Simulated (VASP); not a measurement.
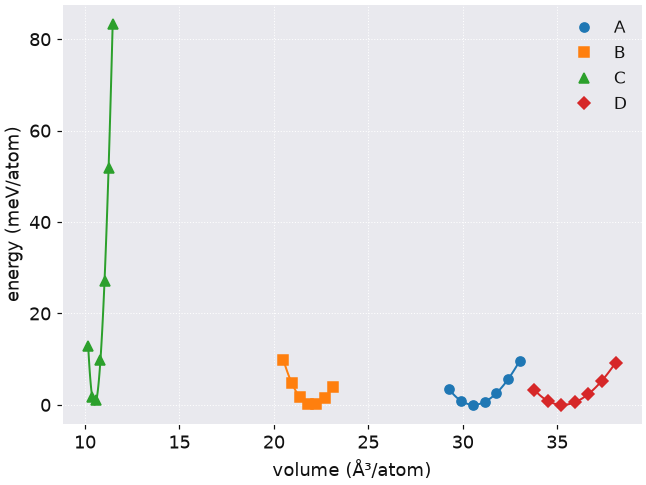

The picture above shows the energy against volume, with one curve for each compound, for KBr, KCl, NaCl and TaN (all in space group Fm-3m (No. 225)). The labels are replaced by letters.

Calculation (VASP 6.6.1): plane-wave DFT, no spin polarisation; energies at scaled volumes of the given cell, shape and fractions fixed, counted from the fit's minimum, third-order Birch-Murnaghan fit. Level: PBEsol.

occupations Fermi–Dirac; smearing width 0.05 eV; potentials VASP PAW PBE potentials, recommended; wave cutoff 520 eV.

**Which letter stands for which compound?**

A: KCl; B: NaCl; C: TaN; D: KBr.
